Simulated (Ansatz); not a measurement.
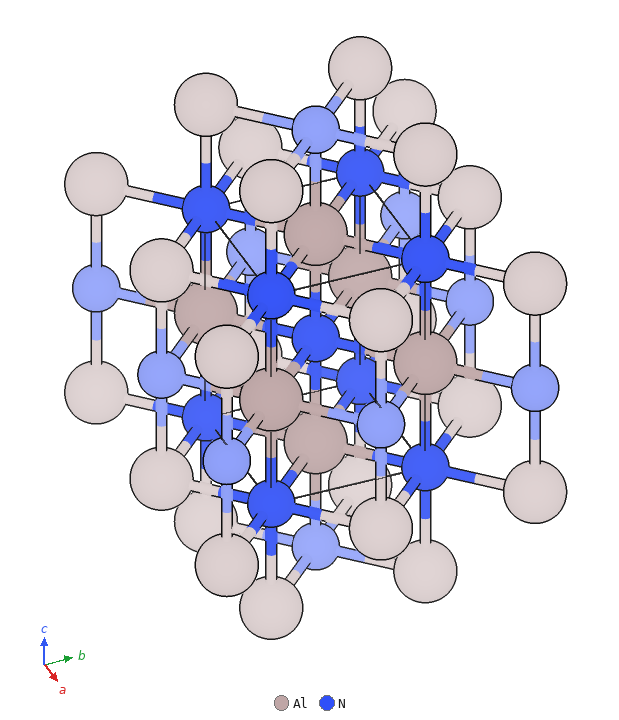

Drawn in the ball-and-stick manner and seen from a general direction. The conventional unit cell is drawn as a box. Bonds that leave the box are completed with the atoms at their other ends, in fainter colours.

AlN, space group I4/mmm (No. 139), a = 2.77 Å, b = 2.77 Å, c = 4.17 Å, α = 90.00°, β = 90.00°, γ = 90.00°.

Method used: DFT PBEsol, scalar-relativistic, plane waves, PAW in Ansatz 0.2.0. It ran with E_cut = 420 eV, k-points about 0.27 Å⁻¹ apart, Gaussian smearing of 0.02 eV, no spin polarisation.

Metal or not?

An insulator at this level, with a gap of 4.45 eV on the k-mesh (the true edges may lie between mesh points, so the gap can be somewhat smaller).

What pressure does the calculation give for this cell?

The computed pressure is 10.6 GPa (compressed: it would expand). The stress isn't hydrostatic: its largest component is 17.0 GPa.

Provenance: a structure listed in the Materials Project. The cell was then strained or its atoms displaced on purpose. It was the input of a calculation with Ansatz.

At this level of theory the cell isn't at rest (compressed, at 11 GPa), so its distances can differ from those at equilibrium, the more so the softer the solid.
